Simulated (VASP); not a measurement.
Geometry relaxation of ZrS₂ (part 1 of 4)

ZrS₂ (3 atoms in the cell), computed with Kohn-Sham DFT of a periodic cell, PBE, VASP PAW PBE potentials, recommended, no spin polarisation (VASP 6.6.1).

The structure derives from a Materials Project entry.

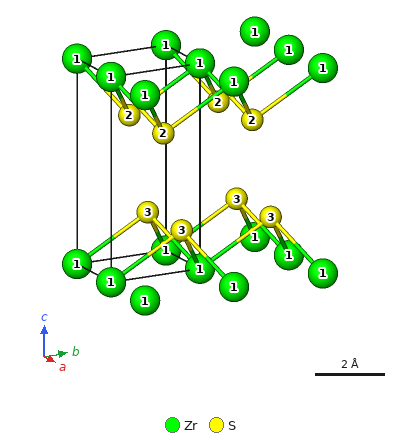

**Figure 1.** The structure as given in the input (ball-and-stick view of the cell of the calculation, repeated 2 × 2 × 1, seen slightly off an axis; atoms are numbered from 1 in the order of the input). Near neighbours in the crystal (not all of them lie inside the picture): Zr has 6 S at 2.57 Å; S has 3 Zr at 2.57 Å.

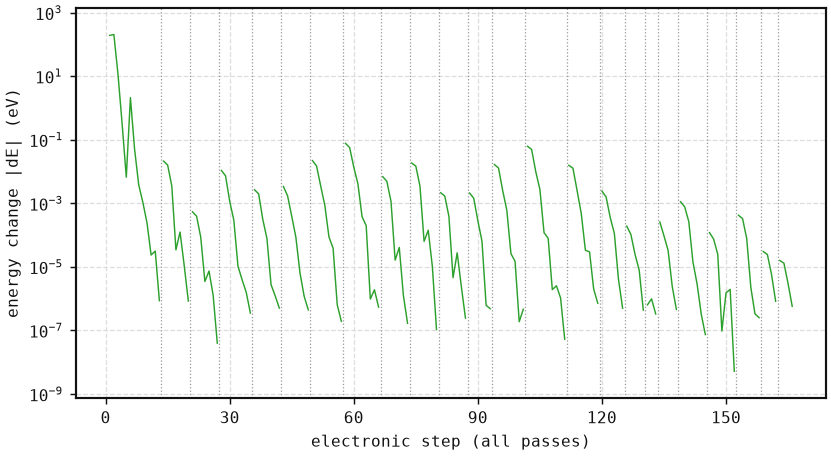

**Figure 2.** Convergence of the self-consistent field: energy change |dE| against the electronic step. Each stretch between dotted lines is the SCF of one geometry step of a relaxation. The 24 ionic steps take 3 to 13 electronic steps each. The density is held fixed in the first few steps, and dE rises again when its update begins.

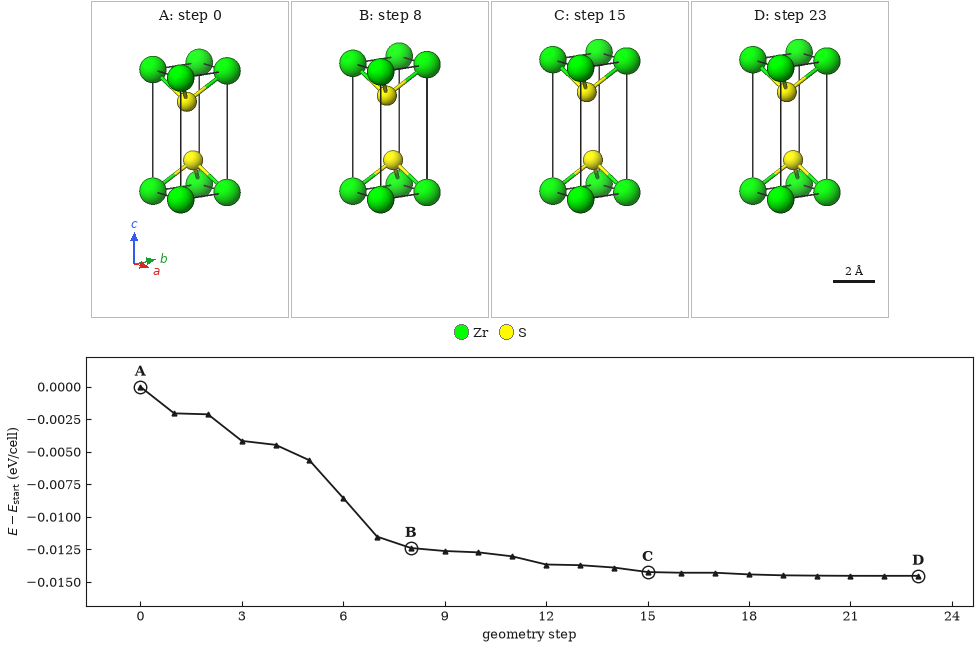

**Figure 3.** Frames of the relaxation (ball-and-stick view of the cell of the calculation, seen slightly off an axis) above the curves, on which the letters mark them (steps are counted from 0).

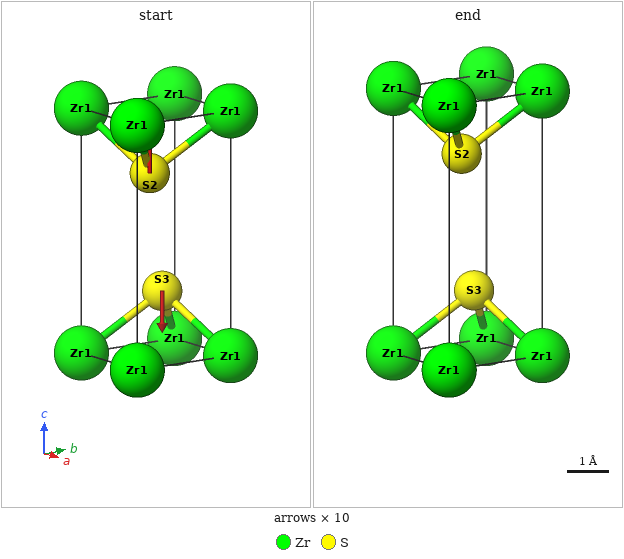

**Figure 4.** Before (left) and after (right) the relaxation, at one scale (ball-and-stick view of the cell of the calculation, seen slightly off an axis). The red arrows give the displacements (without the part carried along by the change of the cell), magnified 10 times. Over 23 geometry steps the energy falls by 14.5 meV per cell of the calculation. Largest force component: 0.051 eV/Å at the start, 0.0025 eV/Å at the end. The largest moves relative to the cell, 0.10 Å, are those of S2 and S3. Zr stays in place. The drawn cell changes as follows: a = b 3.691 → 3.685 Å (−0.2 %), c 6.041 → 6.530 Å (+8.1 %); the volume changes by +7.7 %. The space group stays P-3m1 (No. 164). (Atoms are counted from 1 in the order of the input.)

The input and output of the run follow.

INCAR:
```
SYSTEM = ZrS2
PREC = Accurate
ENCUT = 600
EDIFF = 1E-6
ISMEAR = 0
SIGMA = 0.03
LREAL = .False.
LASPH = .True.
NELM = 80
ALGO = Normal
ISIF = 3
LWAVE = .False.
LCHARG = .False.
GGA = PE
IBRION = 2
NSW = 90
EDIFFG = -0.01
```

KPOINTS:
```
regular mesh
0
Gamma
  9 9 5
  0 0 0
```

POSCAR:
```
ZrS2
1.0
    3.6913825498      0.0000000000      0.0000000000
   -1.8456912749      3.1968310632      0.0000000000
    0.0000000000      0.0000000000      6.0410770100
Zr S
1 2
Direct
    0.0000000000      0.0000000000      0.0000000000
    0.6666666700      0.3333333300      0.7620900300
    0.3333333300      0.6666666700      0.2379099700
```

Run as:
```bash
cat potpaw_PBE.64/Zr_sv/POTCAR potpaw_PBE.64/S/POTCAR > POTCAR
mpirun -np 1 vasp_std > vasp.out
```

OSZICAR:
```
N       E                     dE             d eps       ncg     rms          rms(c)
DAV:   1     0.193989015545E+03    0.19399E+03   -0.13051E+04  1600   0.154E+03
DAV:   2    -0.120245560388E+02   -0.20601E+03   -0.20297E+03  2096   0.328E+02
DAV:   3    -0.232825482239E+02   -0.11258E+02   -0.11243E+02  2776   0.734E+01
DAV:   4    -0.235946658404E+02   -0.31212E+00   -0.31206E+00  2304   0.101E+01
DAV:   5    -0.236013243354E+02   -0.66585E-02   -0.66583E-02  2584   0.128E+00    0.157E+01
DAV:   6    -0.214719699384E+02    0.21294E+01   -0.88638E+00  1880   0.166E+01    0.808E+00
DAV:   7    -0.214204679599E+02    0.51502E-01   -0.64026E-01  2520   0.484E+00    0.374E+00
DAV:   8    -0.214243549436E+02   -0.38870E-02   -0.84043E-02  2232   0.202E+00    0.684E-01
DAV:   9    -0.214254327852E+02   -0.10778E-02   -0.11281E-02  2296   0.729E-01    0.444E-01
DAV:  10    -0.214256805036E+02   -0.24772E-03   -0.16985E-03  2216   0.299E-01    0.146E-01
DAV:  11    -0.214257042753E+02   -0.23772E-04   -0.14476E-04  2096   0.830E-02    0.513E-02
DAV:  12    -0.214257358349E+02   -0.31560E-04   -0.59111E-05  2016   0.552E-02    0.261E-02
DAV:  13    -0.214257367011E+02   -0.86625E-06   -0.14966E-06  2032   0.793E-03
   1 F= -.21425737E+02 E0= -.21425737E+02  d E =-.214257E+02
       N       E                     dE             d eps       ncg     rms          rms(c)
DAV:   1    -0.214472072348E+02   -0.21471E-01   -0.71363E-01  1680   0.754E+00    0.115E+00
DAV:   2    -0.214311486184E+02    0.16059E-01   -0.59163E-02  1848   0.210E+00    0.467E-01
DAV:   3    -0.214276078098E+02    0.35408E-02   -0.11689E-02  2312   0.748E-01    0.156E-01
DAV:   4    -0.214276423429E+02   -0.34533E-04   -0.11861E-03  2616   0.217E-01    0.135E-01
DAV:   5    -0.214277674251E+02   -0.12508E-03   -0.32798E-04  2656   0.106E-01    0.363E-02
DAV:   6    -0.214277785708E+02   -0.11146E-04   -0.79014E-05  2664   0.531E-02    0.149E-02
DAV:   7    -0.214277794134E+02   -0.84257E-06   -0.33213E-06  1824   0.136E-02
   2 F= -.21427779E+02 E0= -.21427779E+02  d E =-.204271E-02
       N       E                     dE             d eps       ncg     rms          rms(c)
DAV:   1    -0.214283227392E+02   -0.54417E-03   -0.17423E-02  1696   0.118E+00    0.181E-01
DAV:   2    -0.214279292659E+02    0.39347E-03   -0.13903E-03  1832   0.324E-01    0.729E-02
DAV:   3    -0.214278425118E+02    0.86754E-04   -0.29753E-04  2352   0.119E-01    0.253E-02
DAV:   4    -0.214278460000E+02   -0.34882E-05   -0.25680E-05  2528   0.321E-02    0.213E-02
DAV:   5    -0.214278534244E+02   -0.74244E-05   -0.10613E-05  2504   0.186E-02    0.486E-03
DAV:   6    -0.214278547035E+02   -0.12791E-05   -0.78886E-07  1064   0.678E-03    0.197E-03
DAV:   7    -0.214278547434E+02   -0.39917E-07   -0.26270E-07   928   0.333E-03
   3 F= -.21427855E+02 E0= -.21427855E+02  d E =-.211804E-02
       N       E                     dE             d eps       ncg     rms          rms(c)
DAV:   1    -0.214387203474E+02   -0.10866E-01   -0.53138E-01  1600   0.574E+00    0.634E-01
DAV:   2    -0.214313603349E+02    0.73600E-02   -0.32167E-02  1832   0.119E+00    0.299E-01
DAV:   3    -0.214301964674E+02    0.11639E-02   -0.28070E-03  2112   0.359E-01    0.130E-01
DAV:   4    -0.214299004374E+02    0.29603E-03   -0.83661E-04  2216   0.211E-01    0.412E-02
DAV:   5    -0.214298898582E+02    0.10579E-04   -0.10015E-04  2264   0.627E-02    0.188E-02
DAV:   6    -0.214298938027E+02   -0.39445E-05   -0.10264E-05  2096   0.224E-02    0.817E-03
DAV:   7    -0.214298953865E+02   -0.15838E-05   -0.29630E-06  1728   0.110E-02    0.334E-03
DAV:   8    -0.214298957405E+02   -0.35401E-06   -0.30770E-07   920   0.439E-03
   4 F= -.21429896E+02 E0= -.21429896E+02  d E =-.204100E-02
       N       E                     dE             d eps       ncg     rms          rms(c)
DAV:   1    -0.214325860300E+02   -0.26906E-02   -0.14332E-01  1600   0.298E+00    0.329E-01
DAV:   2    -0.214305919081E+02    0.19941E-02   -0.86778E-03  1840   0.620E-01    0.156E-01
DAV:   3    -0.214302778136E+02    0.31409E-03   -0.75928E-04  2112   0.188E-01    0.671E-02
DAV:   4    -0.214301988538E+02    0.78960E-04   -0.22284E-04  2192   0.109E-01    0.217E-02
DAV:   5    -0.214301960899E+02    0.27639E-05   -0.27156E-05  2272   0.327E-02    0.978E-03
DAV:   6    -0.214301973171E+02   -0.12273E-05   -0.27297E-06  1792   0.117E-02    0.430E-03
DAV:   7    -0.214301978226E+02   -0.50550E-06   -0.75359E-07   920   0.591E-03
   5 F= -.21430198E+02 E0= -.21430198E+02  d E =-.234308E-02
       N       E                     dE             d eps       ncg     rms          rms(c)
DAV:   1    -0.214335811632E+02   -0.33838E-02   -0.18774E-01  1600   0.314E+00    0.389E-01
DAV:   2    -0.214318592270E+02    0.17219E-02   -0.12280E-02  1744   0.902E-01    0.199E-01
DAV:   3    -0.214314641254E+02    0.39510E-03   -0.90467E-04  2368   0.207E-01    0.106E-01
DAV:   4    -0.214313782304E+02    0.85895E-04   -0.45473E-04  2432   0.124E-01    0.462E-02
DAV:   5    -0.214313846689E+02   -0.64385E-05   -0.60112E-05  2584   0.448E-02    0.287E-02
DAV:   6    -0.214313858699E+02   -0.12011E-05   -0.12263E-05  2520   0.242E-02    0.399E-03
DAV:   7    -0.214313854257E+02    0.44428E-06   -0.26995E-06  1472   0.940E-03
   6 F= -.21431385E+02 E0= -.21431385E+02  d E =-.118760E-02
       N       E                     dE             d eps       ncg     rms          rms(c)
DAV:   1    -0.214536294159E+02   -0.22244E-01   -0.16800E+00  1600   0.939E+00    0.120E+00
DAV:   2    -0.214385606264E+02    0.15069E-01   -0.11087E-01  1744   0.271E+00    0.610E-01
DAV:   3    -0.214350253387E+02    0.35353E-02   -0.75527E-03  2360   0.604E-01    0.334E-01
DAV:   4    -0.214341559791E+02    0.86936E-03   -0.45523E-03  2432   0.392E-01    0.139E-01
DAV:   5    -0.214342434935E+02   -0.87514E-04   -0.47676E-04  2616   0.127E-01    0.852E-02
DAV:   6    -0.214342824221E+02   -0.38929E-04   -0.10802E-04  2568   0.706E-02    0.114E-02
DAV:   7    -0.214342817788E+02    0.64333E-06   -0.28369E-05  2472   0.298E-02    0.599E-03
DAV:   8    -0.214342819731E+02   -0.19428E-06   -0.16866E-06  1392   0.106E-02
   7 F= -.21434282E+02 E0= -.21434282E+02  d E =-.408415E-02
       N       E                     dE             d eps       ncg     rms          rms(c)
DAV:   1    -0.215118812917E+02   -0.77600E-01   -0.66374E+00  1600   0.187E+01    0.251E+00
DAV:   2    -0.214546843348E+02    0.57197E-01   -0.44526E-01  1744   0.542E+00    0.127E+00
DAV:   3    -0.214408106177E+02    0.13874E-01   -0.27083E-02  2344   0.116E+00    0.725E-01
DAV:   4    -0.214366639267E+02    0.41467E-02   -0.21232E-02  2424   0.838E-01    0.279E-01
DAV:   5    -0.214370462188E+02   -0.38229E-03   -0.15692E-03  2616   0.233E-01    0.171E-01
DAV:   6    -0.214372455712E+02   -0.19935E-03   -0.45018E-04  2616   0.139E-01    0.226E-02
DAV:   7    -0.214372445961E+02    0.97512E-06   -0.12473E-04  2440   0.633E-02    0.123E-02
DAV:   8    -0.214372465072E+02   -0.19111E-05   -0.80479E-06  1968   0.212E-02    0.792E-03
DAV:   9    -0.214372470512E+02   -0.54397E-06   -0.11787E-06  1104   0.784E-03
   8 F= -.21437247E+02 E0= -.21437247E+02  d E =-.704923E-02
       N       E                     dE             d eps       ncg     rms          rms(c)
DAV:   1    -0.214441835438E+02   -0.69370E-02   -0.25217E-01  1752   0.424E+00    0.619E-01
DAV:   2    -0.214392500466E+02    0.49335E-02   -0.19621E-02  1840   0.125E+00    0.272E-01
DAV:   3    -0.214380965971E+02    0.11534E-02   -0.34455E-03  2264   0.400E-01    0.932E-02
DAV:   4    -0.214380802108E+02    0.16386E-04   -0.54212E-04  2536   0.140E-01    0.684E-02
DAV:   5    -0.214381212314E+02   -0.41021E-04   -0.17713E-04  2712   0.717E-02    0.177E-02
DAV:   6    -0.214381224907E+02   -0.12593E-05   -0.17302E-05  2168   0.283E-02    0.471E-03
DAV:   7    -0.214381223218E+02    0.16885E-06   -0.24838E-06  1680   0.981E-03
   9 F= -.21438122E+02 E0= -.21438122E+02  d E =-.875271E-03
       N       E                     dE             d eps       ncg     rms          rms(c)
DAV:   1    -0.214567412713E+02   -0.18619E-01   -0.76607E-01  1752   0.738E+00    0.107E+00
DAV:   2    -0.214417843179E+02    0.14957E-01   -0.60170E-02  1824   0.218E+00    0.474E-01
DAV:   3    -0.214382640274E+02    0.35203E-02   -0.10118E-02  2272   0.688E-01    0.162E-01
DAV:   4    -0.214382003898E+02    0.63638E-04   -0.17946E-03  2520   0.254E-01    0.119E-01
DAV:   5    -0.214383432174E+02   -0.14283E-03   -0.45296E-04  2712   0.115E-01    0.312E-02
DAV:   6    -0.214383535842E+02   -0.10367E-04   -0.64638E-05  2464   0.494E-02    0.812E-03
DAV:   7    -0.214383536918E+02   -0.10754E-06   -0.65135E-06  2280   0.157E-02
  10 F= -.21438354E+02 E0= -.21438354E+02  d E =-.110664E-02
       N       E                     dE             d eps       ncg     rms          rms(c)
DAV:   1    -0.214405172340E+02   -0.21636E-02   -0.85606E-02  1784   0.246E+00    0.360E-01
DAV:   2    -0.214388137264E+02    0.17035E-02   -0.65375E-03  1848   0.718E-01    0.157E-01
DAV:   3    -0.214384224314E+02    0.39129E-03   -0.12272E-03  2280   0.236E-01    0.541E-02
DAV:   4    -0.214384270229E+02   -0.45915E-05   -0.16553E-04  2552   0.782E-02    0.403E-02
DAV:   5    -0.214384547971E+02   -0.27774E-04   -0.70628E-05  2688   0.453E-02    0.100E-02
DAV:   6    -0.214384572486E+02   -0.24515E-05   -0.55031E-06  1840   0.173E-02    0.296E-03
DAV:   7    -0.214384574942E+02   -0.24560E-06   -0.50214E-07   856   0.564E-03
  11 F= -.21438457E+02 E0= -.21438457E+02  d E =-.121044E-02
       N       E                     dE             d eps       ncg     rms          rms(c)
DAV:   1    -0.214405721098E+02   -0.21149E-02   -0.10801E-01  1600   0.248E+00    0.303E-01
DAV:   2    -0.214391137136E+02    0.14584E-02   -0.76744E-03  1800   0.684E-01    0.150E-01
DAV:   3    -0.214388277951E+02    0.28592E-03   -0.66237E-04  2128   0.169E-01    0.797E-02
DAV:   4    -0.214387640801E+02    0.63715E-04   -0.31292E-04  2368   0.101E-01    0.343E-02
DAV:   5    -0.214387646964E+02   -0.61635E-06   -0.36298E-05  2480   0.333E-02    0.208E-02
DAV:   6    -0.214387642125E+02    0.48395E-06   -0.88334E-06  2248   0.224E-02
  12 F= -.21438764E+02 E0= -.21438764E+02  d E =-.306718E-03
       N       E                     dE             d eps       ncg     rms          rms(c)
DAV:   1    -0.214554418288E+02   -0.16677E-01   -0.96038E-01  1600   0.741E+00    0.914E-01
DAV:   2    -0.214425038491E+02    0.12938E-01   -0.69171E-02  1800   0.205E+00    0.451E-01
DAV:   3    -0.214399587844E+02    0.25451E-02   -0.56505E-03  2144   0.494E-01    0.243E-01
DAV:   4    -0.214393486852E+02    0.61010E-03   -0.29593E-03  2384   0.313E-01    0.101E-01
DAV:   5    -0.214393749261E+02   -0.26241E-04   -0.31292E-04  2464   0.977E-02    0.613E-02
DAV:   6    -0.214393898341E+02   -0.14908E-04   -0.75730E-05  2352   0.658E-02    0.755E-03
DAV:   7    -0.214393900228E+02   -0.18872E-06   -0.19117E-05  2384   0.250E-02    0.650E-03
DAV:   8    -0.214393904919E+02   -0.46909E-06   -0.92135E-07  1120   0.857E-03
  13 F= -.21439390E+02 E0= -.21439390E+02  d E =-.932998E-03
       N       E                     dE             d eps       ncg     rms          rms(c)
DAV:   1    -0.215019555074E+02   -0.62565E-01   -0.37721E+00  1600   0.146E+01    0.185E+00
DAV:   2    -0.214519448988E+02    0.50011E-01   -0.27811E-01  1808   0.408E+00    0.911E-01
DAV:   3    -0.214420003998E+02    0.99445E-02   -0.20733E-02  2160   0.950E-01    0.501E-01
DAV:   4    -0.214392358642E+02    0.27645E-02   -0.12857E-02  2392   0.648E-01    0.196E-01
DAV:   5    -0.214393558522E+02   -0.11999E-03   -0.11491E-03  2416   0.187E-01    0.120E-01
DAV:   6    -0.214394353850E+02   -0.79533E-04   -0.28035E-04  2384   0.126E-01    0.162E-02
DAV:   7    -0.214394373222E+02   -0.19373E-05   -0.84555E-05  2352   0.521E-02    0.131E-02
DAV:   8    -0.214394398774E+02   -0.25552E-05   -0.43823E-06  1944   0.178E-02    0.700E-03
DAV:   9    -0.214394409369E+02   -0.10595E-05   -0.26164E-06  1464   0.110E-02    0.149E-03
DAV:  10    -0.214394409899E+02   -0.53024E-07   -0.27395E-07   936   0.425E-03
  14 F= -.21439441E+02 E0= -.21439441E+02  d E =-.983496E-03
       N       E                     dE             d eps       ncg     rms          rms(c)
DAV:   1    -0.214552502312E+02   -0.15809E-01   -0.93384E-01  1600   0.727E+00    0.874E-01
DAV:   2    -0.214425330344E+02    0.12717E-01   -0.64949E-02  1784   0.198E+00    0.428E-01
DAV:   3    -0.214400373354E+02    0.24957E-02   -0.60928E-03  2144   0.505E-01    0.227E-01
DAV:   4    -0.214395560289E+02    0.48131E-03   -0.24721E-03  2368   0.285E-01    0.104E-01
DAV:   5    -0.214395895336E+02   -0.33505E-04   -0.36542E-04  2480   0.105E-01    0.637E-02
DAV:   6    -0.214396192729E+02   -0.29739E-04   -0.82956E-05  2304   0.688E-02    0.731E-03
DAV:   7    -0.214396212878E+02   -0.20148E-05   -0.16176E-05  2312   0.232E-02    0.667E-03
DAV:   8    -0.214396220048E+02   -0.71704E-06   -0.84816E-07  1032   0.799E-03
  15 F= -.21439622E+02 E0= -.21439622E+02  d E =-.116451E-02
       N       E                     dE             d eps       ncg     rms          rms(c)
DAV:   1    -0.214420531530E+02   -0.24319E-02   -0.32284E-01  1600   0.383E+00    0.511E-01
DAV:   2    -0.214404493163E+02    0.16038E-02   -0.16918E-02  1736   0.872E-01    0.208E-01
DAV:   3    -0.214400871889E+02    0.36213E-03   -0.93624E-04  2176   0.210E-01    0.115E-01
DAV:   4    -0.214399733495E+02    0.11384E-03   -0.52236E-04  1920   0.156E-01    0.292E-02
DAV:   5    -0.214399692741E+02    0.40754E-05   -0.38007E-05  2384   0.413E-02    0.153E-02
DAV:   6    -0.214399697771E+02   -0.50297E-06   -0.99237E-06  2064   0.200E-02
  16 F= -.21439970E+02 E0= -.21439970E+02  d E =-.347772E-03
       N       E                     dE             d eps       ncg     rms          rms(c)
DAV:   1    -0.214401613932E+02   -0.19212E-03   -0.21123E-02  1600   0.980E-01    0.128E-01
DAV:   2    -0.214400563109E+02    0.10508E-03   -0.10804E-03  1736   0.222E-01    0.522E-02
DAV:   3    -0.214400314521E+02    0.24859E-04   -0.62737E-05  2168   0.542E-02    0.284E-02
DAV:   4    -0.214400234612E+02    0.79909E-05   -0.30863E-05  1912   0.381E-02    0.685E-03
DAV:   5    -0.214400230240E+02    0.43717E-06   -0.21221E-06  1328   0.102E-02
  17 F= -.21440023E+02 E0= -.21440023E+02  d E =-.401019E-03
       N       E                     dE             d eps       ncg     rms          rms(c)
DAV:   1    -0.214400241031E+02   -0.64196E-06   -0.19746E-04  1600   0.951E-02    0.127E-02
DAV:   2    -0.214400231160E+02    0.98711E-06   -0.10105E-05  1704   0.213E-02    0.553E-03
DAV:   3    -0.214400227853E+02    0.33076E-06   -0.50670E-07   824   0.519E-03
```
